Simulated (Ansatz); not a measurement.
NbN, space group Fm-3m (No. 225), a = 4.422 Å, b = 4.422 Å, c = 4.422 Å, α = 90.00°, β = 90.00°, γ = 90.00°

```
site  Wyckoff       x       y       z
  Nb       4b  0.5000  0.0000  0.0000
   N       4a  0.0000  0.0000  0.0000
```

Source: a calculation's input that goes back to an entry of the Crystallography Open Database (an earlier step may have relaxed or displaced it).

> Describe the coordination of Nb.

NbN6: an essentially ideal octahedron (coordination number 6, S = 0.00; next best trigonal prism, S = 16.7). Bonds: 6 × Nb–N 2.21 Å. The next neighbour, not counted, lies at 3.13 Å.

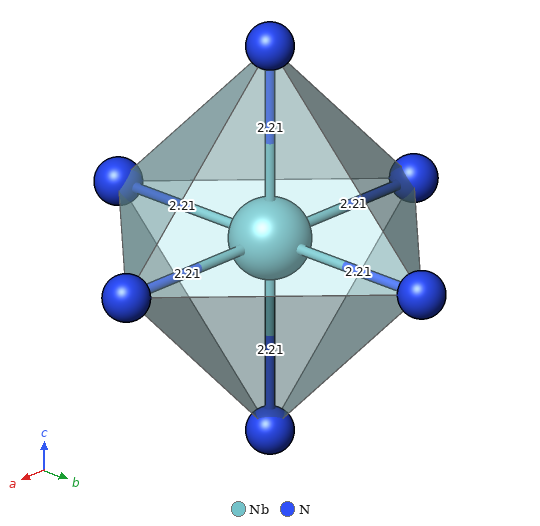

The polyhedron about Nb. Continuous shape measures are computed against ideal polyhedra (0 is ideal; above about 3 the distortion is strong).
